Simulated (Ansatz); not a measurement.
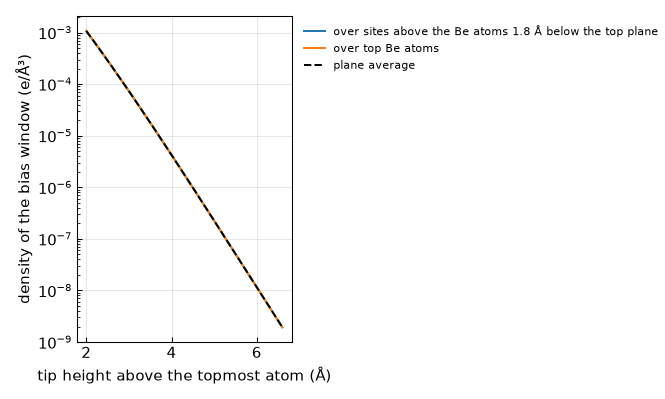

Approach curves over Be(001) (P6_3/mmc bulk, 9 atomic planes (those closer than 0.6 Å count as one), 14 Å) at a sample bias of +0.50 V.

Tersoff–Hamann simulation (s-wave tip); biases are sample biases. Bias windows are sharp sums over the levels of the k mesh.

These are results of Ansatz, DFT PBE, scalar-relativistic, plane waves, PAW, not measurements. Cutoff 420 eV, 42 × 42 k-points, Gaussian smearing 0.1 eV, dipole correction. The slab is a cut without reconstruction beyond its cell, at the source's lattice constants, with its lower half held fixed and the rest relaxed. No spin polarisation. The run couldn't confirm all of its levels under its output density. The run warns that the functional's potential is rough in the thin density of the vacuum, where the tip is; weak contrasts and barriers may feel it.

> How fast does the current decay, and what apparent barrier height does that imply?

Near 4 Å the plane average falls as exp(−2.90 z/Å), a factor of 18 per ångström, which gives an apparent barrier of 8.0 eV (0.952 eV Å² times the slope squared). The vacuum level lies 5.30 eV above zero bias. The upper edge of the window lies 4.80 eV under it. The apparent barrier is well above 4.80 eV. At 4 Å the 0.25 eV of states nearest the upper edge carry 49 % of the density. The value exceeds even the 5.30 eV between the vacuum level and the deepest states of the window, so their depth alone doesn't explain it. States away from the zone centre decay faster, since their momentum along the surface adds to the barrier, and that may account for the rest.
